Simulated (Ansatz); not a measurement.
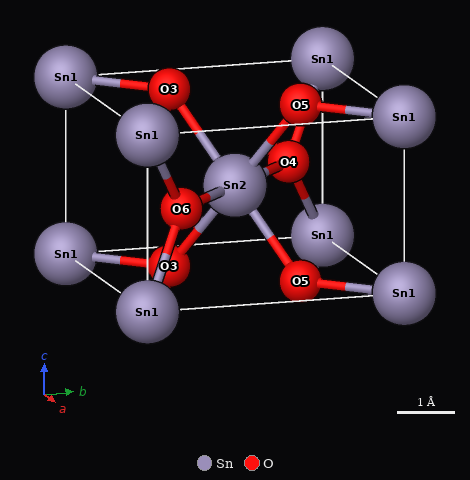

Figure 1. The input geometry (ball-and-stick view of the cell of the calculation, seen slightly off an axis; atoms are numbered from 1 in the order of the input). An atom can appear more than once, as a periodic image. Near neighbours in the periodic cell (some may lie outside the picture): Sn has 6 O at 2.07 Å; O has 3 Sn at 2.07 Å.

## Single-point calculation of SnO$_{2}$

System: SnO$_{2}$ (P4₂/mnm, 6 atoms in the cell).
Method: DFT PBEsol, scalar-relativistic, plane waves, PAW, no spin polarisation (Ansatz 0.2.0).

The structure derives from an entry of the Crystallography Open Database. It belongs to a series of runs on one base structure; here: band edges and mean potential of the bulk. Figures and captions count atoms from 1; the log counts them from 0 in places.

## The input
```yaml
crystal:
  lattice:
    - [4.7689689799, 0.0, 0.0]
    - [0.0, 4.7689689799, 0.0]
    - [0.0, 0.0, 3.2120684289]
  atoms:
    - { symbol: Sn, position: [0.0, 0.0, 0.0] }
    - { symbol: Sn, position: [0.5, 0.5, 0.5] }
    - { symbol: O, position: [0.3062765059, 0.3062765059, 0.0] }
    - { symbol: O, position: [0.1937234941, 0.8062765059, 0.5] }
    - { symbol: O, position: [0.6937234941, 0.6937234941, 0.0] }
    - { symbol: O, position: [0.8062765059, 0.1937234941, 0.5] }
basis:
  ecutwfc: 420
kpoints:
  mp_grid: { grid: [6, 6, 8] }
  band_path: { path: [VBM, CBM], npoints: 2 }
hamiltonian:
  xc: pbesol
scf:
  occupations: { method: gaussian, width: 0.02 }
output:
  forces: true
  stress: true
  eigenvalues: true
  write_density: true
  write_potential: true
  elf: true
  volumetric_format: npy
```

Hardware: 2 threads of Arm Neoverse V1, 24 GiB of memory available, shared host.

Command:
```bash
ansatz run input.yaml --threads 2 --pin off --max-ram 5120MiB --backend cpu --events-out ev --progress --plain --runs-dir out
```

## What the program printed
```
Engine: ansatz 0.2.0, aarch64-unknown-linux-gnu
Pseudopotentials: kind: paw
Pseudopotential: Sn, paw, valence charge 14, recommended cutoff 420 eV (normal), Sn.paw.azcp
Pseudopotential: O, paw, valence charge 6, recommended cutoff 420 eV (normal), O.paw.azcp
Functional definition: PBEsol
  exchange = pbesol_x
  correlation = pbesol_c
Crystal: 6 atoms, lattice volume = 73.052 Å³
Basis set: ecut = 420 eV, 1435 PW (Γ), exchange–correlation on 64×64×48 points (8 copies of the dense FFT grid, shifted against one another)
Bands: 32, of which v1, the nominal top of the filled ones, is band 26 counted from 1 (25 counted from 0)
Symmetry: 16 space group operations
Space group: P42/mnm (ITA 136), of the structure as read, at distance tolerance 4.2e-5 Å
k-points: 50 of 288
Non-local potential: Sn, projectors of the file, l = 0: 2, l = 1: 2, l = 2: 2, l = 3: 2
Non-local potential: O, projectors of the file, l = 0: 2, l = 1: 2, l = 2: 1
PAW form: soft (Blöchl's): semilocal exchange-correlation on the pseudo side does not see the compensation charge
PAW frozen core: Sn, regenerated for the run's functional, and the local potential with it (the file was generated under x = pbe(κ = 0.804, μ = 0.2195149727645171), c = pbe(β = 0.06672455060314922))
PAW frozen core: O, regenerated for the run's functional, and the local potential with it (the file was generated under x = pbe(κ = 0.804, μ = 0.2195149727645171), c = pbe(β = 0.06672455060314922))
PAW one-centre angular grid: Sn, 590 points (default); XC on 64 Gauss nodes
PAW one-centre angular grid: O, 110 points (default); XC on 64 Gauss nodes
Initial density: superposition of atomic densities (neutral atoms: chi_scale 0, normalization atom), corrected by the library's trained network
Initial wavefunctions: pseudopotential atomic-orbital guess
Functional: x = pbesol(κ = 0.804, μ = 0.12345679012345678), c = pbesol(β = 0.046)
SCF iter   1: F=—  HF=-14143.110463 eV  |F-HF|=—  |Δ(HF+E_count)|=         —  Δρ=1.61e-2  dr2=1.51e-1  ethr=1.77e-3  ⟨swp⟩=6.3  Hψ=7105  notcnv=0
preconditioner: auto → Resta (q_TF=auto, 2.578 Å⁻¹)  ε∞=3.6  [insulator: Δε(μ)=0.780 eV  Ē_g=19.368 eV  σ=0.020 eV  W_gap=1.00  n_scr=18 (ndim 8)  ℏωp=31.3 eV  f_vac=0.030  D(μ)=0.00/eV (n_scr^D=0)  ε∞_Penn≈3.6]
SCF iter   2: F=—  HF=-14143.067869 eV  |F-HF|=—  |Δ(HF+E_count)|=   4.26e-2  Δρ=2.54e-3  dr2=2.21e-3  ethr=2.90e-4  ⟨swp⟩=2.1  Hψ=2690  notcnv=0  defer=91
SCF iter   3: F=—  HF=-14143.067680 eV  |F-HF|=—  |Δ(HF+E_count)|=   1.89e-4  Δρ=1.20e-3  dr2=6.34e-4  ethr=4.25e-6  ⟨swp⟩=2.0  Hψ=3018  notcnv=0  defer=91
SCF iter   4: F=—  HF=-14143.067746 eV  |F-HF|=—  |Δ(HF+E_count)|=   6.61e-5  Δρ=4.89e-4  dr2=1.35e-4  ethr=1.22e-6  ⟨swp⟩=1.0  Hψ=1509  notcnv=0  defer=91
SCF iter   5: F=—  HF=-14143.067749 eV  |F-HF|=—  |Δ(HF+E_count)|=   3.53e-6  Δρ=9.14e-5  dr2=6.98e-6  ethr=2.61e-7  ⟨swp⟩=2.9  Hψ=3088  notcnv=0  defer=91
SCF iter   6: F=—  HF=-14143.067707 eV  |F-HF|=—  |Δ(HF+E_count)|=   4.23e-5  Δρ=1.37e-5  dr2=1.09e-7  ethr=1.34e-8  ⟨swp⟩=3.0  Hψ=2809  notcnv=0  defer=91
SCF iter   7: F=-14143.067707 eV  HF=-14143.067707 eV  |F-HF|=4.64e-10  |Δ(HF+E_count)|=   5.01e-8  Δρ=2.10e-6  dr2=3.76e-9  ethr=1.92e-10  ⟨swp⟩=13.5  Hψ=10937  notcnv=0
SCF 1 converged in 7 iterations: F = -14143.067707 eV  dr2 = 3.76e-9
  greatest PAW one-centre occupation: 0.996 electrons in one spin orbital (limit 2), on the Sn atom at site 1 (counted from 0), in its partial waves of l = 2
NSCF: frozen V_eff on 40 k-points
NSCF: frozen V_eff on 34 k-points
NSCF: frozen V_eff on 5 k-points
NSCF: frozen V_eff on 5 k-points
NSCF: frozen V_eff on 5 k-points
NSCF: frozen V_eff on 5 k-points
NSCF: frozen V_eff on 5 k-points
NSCF: frozen V_eff on 5 k-points
NSCF: frozen V_eff on 3 k-points
SCF converged after 7 iterations
Free energy (F): -14143.067707 eV
Harris-Foulkes:  -14143.067707 eV  (|F-HF|=4.64e-10)
Internal energy: -14143.067707 eV  (E = F + TS)
E sigma→0 (E₀):  -14143.067707 eV
Fermi energy:    9.547597 eV
--- Per-component energies (eV) ---
  E_band       = -136.374179
  E_kinetic    = 1079.354240
  E_local      = -2894.847112  (includes V_loc(G=0)·N_el)
  E_nonlocal   = 139.011740
  E_hartree    = 1494.969536
  E_xc         = -1043.556172
  E_vxc        = -561.542949  (∫ρ·V_xc dr)
  E_paw        = -8763.193294  (= ΣΔE_a)
  E_vpaw       = -888.300308  (= ΣTr[D̂ρ^β])
  E_aug_tail   = 0.009918  (compensation charges beyond the density's cutoff)
  E_ewald      = -4155.527394
  E_core_change = 0.710831  (= ΣΔE_core)
  E_smearing   = -0.000000  (= −TS)
  E_closure    = 0.000000  (closes the sum)
  Σ components = -14143.067707   (vs F -14143.067707, Δ=0.00e0)
--- Forces (eV/Å), atoms counted from 1 ---
  atom   1  Sn     0.00000000    -0.00000000    -0.00000000
  atom   2  Sn     0.00000000    -0.00000000    -0.00000000
  atom   3  O     -0.00002020    -0.00002020     0.00000000
  atom   4  O      0.00002020    -0.00002020    -0.00000000
  atom   5  O      0.00002020     0.00002020    -0.00000000
  atom   6  O     -0.00002020     0.00002020     0.00000000
  max |Σ_I F_I| component: 1.73e-18 eV/Å
--- Stress (GPa, compression-positive) ---
        0.012107       0.000000       0.000000
        0.000000       0.012107       0.000000
        0.000000       0.000000       0.006424
  P = ⅓ Tr σ = 0.0102 GPa (0.102 kbar)
--- Band table (eV; the first three rows and the last of 50) ---
  k-point 0: bands = ["-11.9405", "-11.2003", "-10.9504", "-10.9296", "-10.9296", "-10.8520", "-10.8056", "-10.7222", "-10.6947", "-10.6947", "-9.7080", "-7.8789", "-7.8789", "-6.1520", "0.9313", "5.0282", "5.0282", "5.1388", "6.0000", "7.0587", "7.1262", "7.8234", "7.8234", "8.3149", "8.3149", "9.0879", "10.0073", "14.9475", "15.1402", "15.1402", "19.2306", "19.2886"]
  k-point 1: bands = ["-11.8693", "-11.1170", "-11.0684", "-11.0684", "-10.9233", "-10.8644", "-10.7997", "-10.7227", "-10.7142", "-10.7142", "-9.6234", "-7.6473", "-7.6473", "-6.2658", "0.9210", "5.0079", "5.1698", "5.1698", "6.0329", "6.1028", "6.9981", "7.2550", "7.2550", "8.3446", "8.3446", "8.9590", "11.0025", "15.2567", "15.7873", "15.7873", "18.2459", "20.2417"]
  k-point 2: bands = ["-11.6826", "-11.3550", "-11.3550", "-10.9911", "-10.8525", "-10.8511", "-10.7841", "-10.7518", "-10.7518", "-10.7253", "-9.3310", "-7.1331", "-7.1331", "-6.6247", "0.9510", "4.4231", "4.8339", "5.5060", "5.5060", "6.2495", "6.2495", "6.4018", "6.5316", "8.2444", "8.2444", "8.5940", "12.6097", "15.7063", "17.2071", "17.2071", "17.6353", "20.5038"]
  k-point 49: bands = ["-11.6945", "-11.6945", "-11.2436", "-11.2436", "-10.8029", "-10.8029", "-10.7394", "-10.7394", "-10.6984", "-10.6984", "-7.8347", "-7.8347", "-6.5312", "-6.5312", "1.0917", "1.0917", "4.0879", "4.0879", "6.5095", "6.5095", "6.6479", "6.6479", "8.1312", "8.1312", "8.2685", "8.2685", "13.6465", "13.6465", "17.7122", "17.7122", "19.7844", "19.7844"]
```

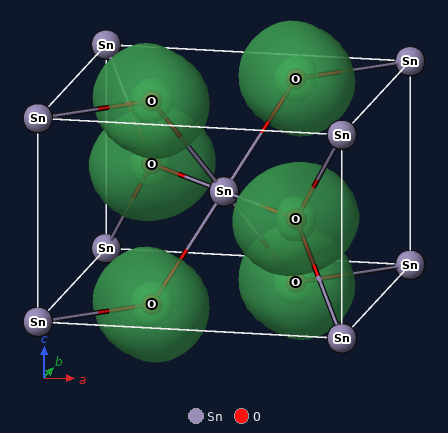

Figure 2. Isosurface of the electron localisation function at 0.65 (green), seen slightly off an axis. Core shells and regions of very low density are left out. Sticks mark near contacts. The outline is the cell set on symmetry axes. Values along the shortest contacts: Sn–O (2.07 Å): the ELF is about 0.25 at the midpoint. In a PAW calculation such maps are meaningful between the atoms, not at the nuclei.

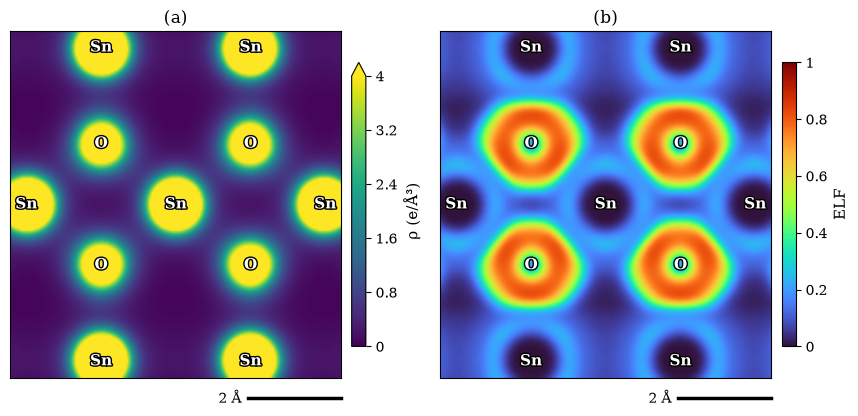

Figure 3. (a) valence charge density (pseudo); (b) ELF on the (110) plane of the conventional cell. The section cuts through Sn and O sites. Sn–O (2.07 Å): ρ at the midpoint is about 0.66 e/Å³; the ELF is about 0.25 at the midpoint. Away from the nuclei the density in this plane falls to 0.05 e/Å³ at its lowest.

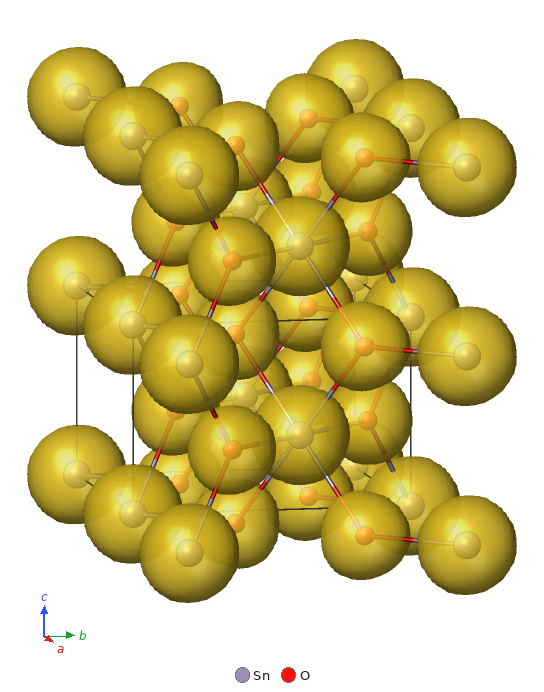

Figure 4. Isosurface of the valence electron density at 1 e/Å³ (yellow), seen slightly off an axis. Sticks mark near contacts. The outline is the cell set on symmetry axes. At this value the density breaks into separate islands; it holds about 70 % of the electrons treated as valence (semicore included). It is pinched off along the Sn–O (2.07 Å) contacts. On the grid the lowest density along these lines, outside the cores, is 0.66 e/Å³ (Sn–O, 2.07 Å).

## Summary

```json
{"quantity": "outcome", "value": "converged"}
{"quantity": "space group (tolerance 0.01 Å)", "value": "P4₂/mnm (136)"}
{"quantity": "electrons treated", "value": "52"}
{"quantity": "free energy", "value": "−14143.0677 eV"}
{"quantity": "Fermi energy", "value": "9.548 eV"}
{"quantity": "gap on the k-point mesh", "value": "0.92 eV"}
{"quantity": "gap on the band path", "value": "0.92 eV"}
{"quantity": "pressure", "value": "0.01 GPa"}
{"quantity": "largest force (length of the vector)", "value": "under 0.001 eV/Å"}
{"quantity": "wall time", "value": "7 s (CPU time 14 s)"}
{"quantity": "peak memory", "value": "0.38 GiB"}
```
